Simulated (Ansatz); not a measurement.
Given this structure:

```
Ga Sb
1.0
     5.32024    0.00000    0.00000
     0.00000    5.32024    0.00000
     0.00000    0.00000    3.07360
Ga Sb
2 2
Cartesian
  0.0000 2.6601 0.7684
  2.6601 0.0000 2.3052
  0.0000 0.0000 0.0000
  2.6601 2.6601 1.5368
```

Q: Interpret the file: composition, symmetry and coordination.

A: The stoichiometry is GaSb. Space group I-4m2 (No. 119), lattice body-centred tetragonal. With Z = 2, the cell contains 2 Ga, 2 Sb. Each Ga has four Sb at 2.77 Å. Sb is coordinated by four Ga and two Sb (2.77 Å to Ga, 3.07 Å to Sb). The bonds build a three-dimensional framework.

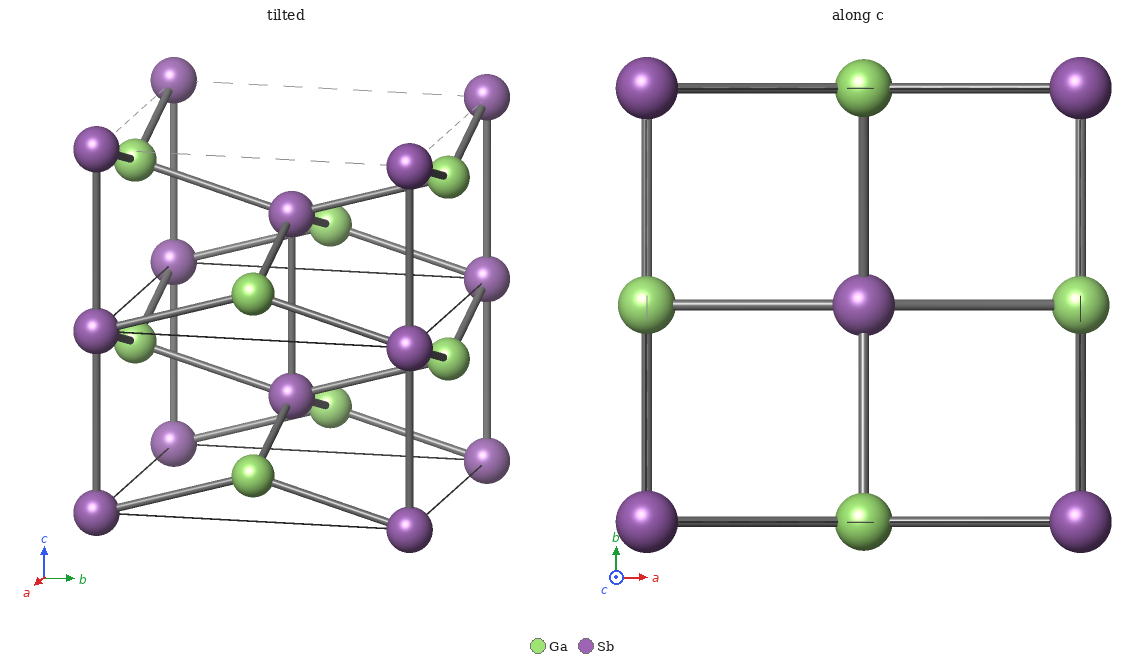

The figure gives a ball-and-stick picture of the atoms, viewed slightly off an axis and along the c axis. The conventional unit cell (solid box) is repeated to 1×1×2 cells. Colours: gallium green, antimony purple.

The structure comes from a structure listed in the Materials Project. The cell was then strained or its atoms displaced on purpose. Ansatz was used for an electronic-structure calculation on it.
